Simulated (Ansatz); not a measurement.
A periodic structure is given below.

```
CELL_PARAMETERS angstrom
3.25895 0.00000 0.00000
0.00000 3.25895 0.00000
0.00000 0.00000 3.25895
ATOMIC_POSITIONS crystal
K 0.00000 0.00000 0.00000
F 0.50000 0.50000 0.65342
```

**What crystal do these data define?**

Its composition is KF. Space group: P4mm (No. 99). Lattice: primitive tetragonal. In the cell are 1 K, 1 F, which makes 1 formula unit. Around each K lie eight F in a distorted cubic arrangement at 2.57 to 3.14 Å. The coordination shell of F holds eight K in a distorted cubic arrangement at 2.57 to 3.14 Å. The bonds build a three-dimensional framework.

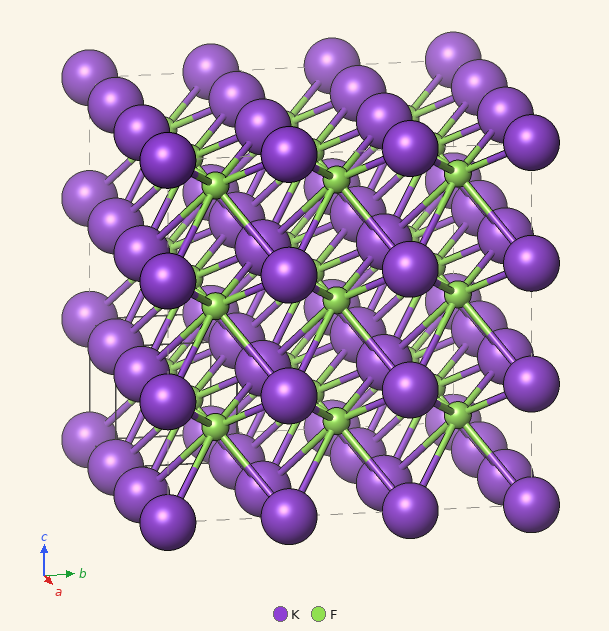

Crystal structure, ball-and-stick style, seen slightly off an axis. One conventional unit cell is drawn solid; the view covers 3×3×3 cells. Colours: potassium purple, fluorine green.

The structure comes from a structure listed in the Materials Project. Earlier steps of the study may have refined or changed the cell and positions. Ansatz was used for an electronic-structure calculation on it.
